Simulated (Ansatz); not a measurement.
System LiH (space group Fm-3m, No. 225); source of the atomic positions: a calculation's input that goes back to an entry of the Crystallography Open Database (an earlier step may have relaxed or displaced it).

```
CELL_PARAMETERS angstrom
4.07851 0.00000 0.00000
0.00000 4.07851 0.00000
0.00000 0.00000 4.07851
ATOMIC_POSITIONS crystal
Li 0.00000 0.00000 0.00000
H 0.50000 0.00000 0.00000
Li 0.00000 0.50000 0.50000
H 0.50000 0.50000 0.50000
Li 0.50000 0.00000 0.50000
H 0.00000 0.00000 0.50000
Li 0.50000 0.50000 0.00000
H 0.00000 0.50000 0.00000
```

Bonds are taken as H–Li below 2.3 Å; no other contact counts. Atoms with one bond or none are removed and atoms with two bonds are replaced by edges, until no such atom is left.

What net does this leave?

The result is a uninodal 6-connected, three-periodic net: Li and H are 6-connected nodes. It is the pcu net, known from NaCl, ReO3 and the B-X framework of perovskite. It is a single net, without interpenetration.

| node | links | point symbol | coordination sequence |
| --- | --- | --- | --- |
| Li and H | 6 | 4¹²·6³ | 6 18 38 66 |

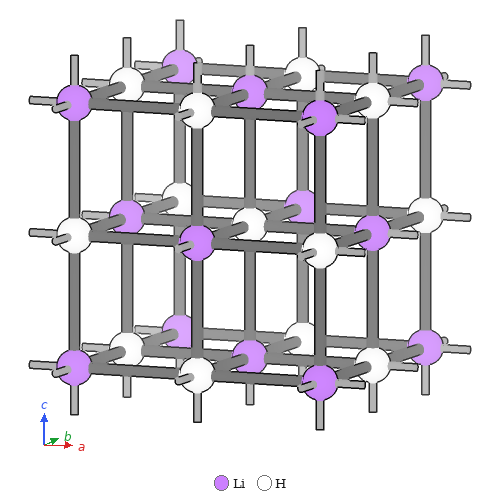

Nodes are coloured by element. Short stubs are edges that leave the cut-out.
